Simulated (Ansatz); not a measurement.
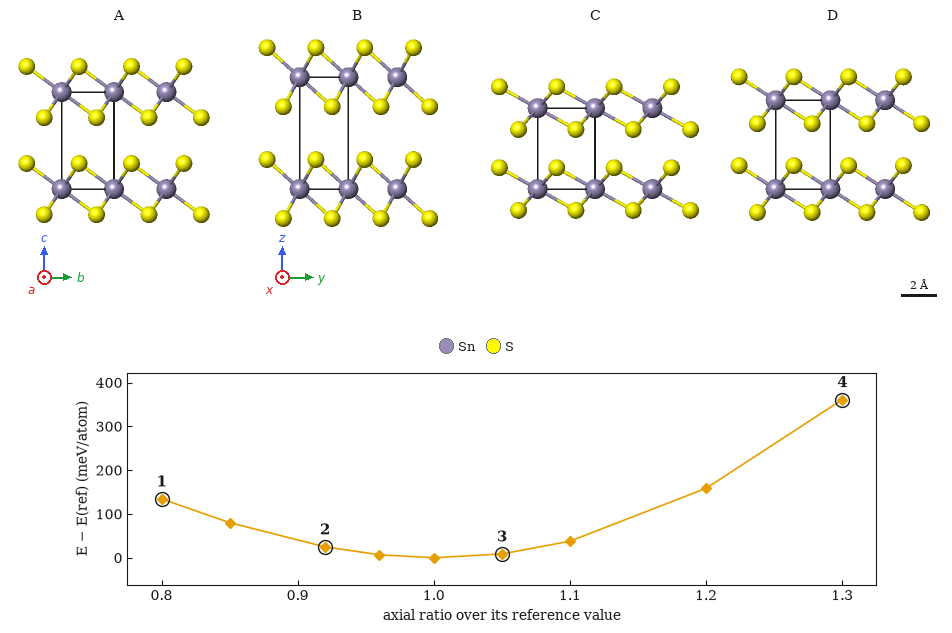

Energy scan for a crystal of SnS₂ (P-3m1), in which the ratio of the cell's length along z to its lengths across, counted as 1 for the reference, is changed at fixed volume (a c/a path), with the atoms kept at their fractional coordinates. x, y and z are the Cartesian axes of the input. The frames are shuffled; the numbered points of the plot belong to them. Style: ball-and-stick. Shown: the cell of the calculation, repeated 1 × 2 × 1 with one cell outlined, along the a axis.

Theory: DFT r2SCAN, scalar-relativistic, plane waves, PAW in Ansatz 0.2.0. Settings: plane-wave cutoff 500 eV; k-point mesh 12 × 12 × 6; occupations gaussian; smearing width 0.05 eV; no spin polarisation. Energies (free energies at the smearing named) are counted from the cell as listed in its source, which wasn't relaxed.

Question: Match the frames to the points.

Answer: Point 1 is frame C (the relative ratio 0.80, 134 meV/atom); 2 is frame D (the relative ratio 0.92, 25 meV/atom); 3 is frame A (the relative ratio 1.05, 9 meV/atom); 4 is frame B (the relative ratio 1.30, 361 meV/atom). The lowest computed point lies at the relative ratio 1.00 (0 meV/atom). At the ends of the scan the energy is 134 meV/atom (0.80) and 361 meV/atom (1.30). The unrelaxed reference is under a pressure of 7.1 GPa. The distortion keeps the space group P-3m1. At the relative ratio 1.30 the cell of the drawing goes a 3.598 → 3.297 Å, b 3.598 → 3.297 Å, c 5.494 → 6.544 Å.
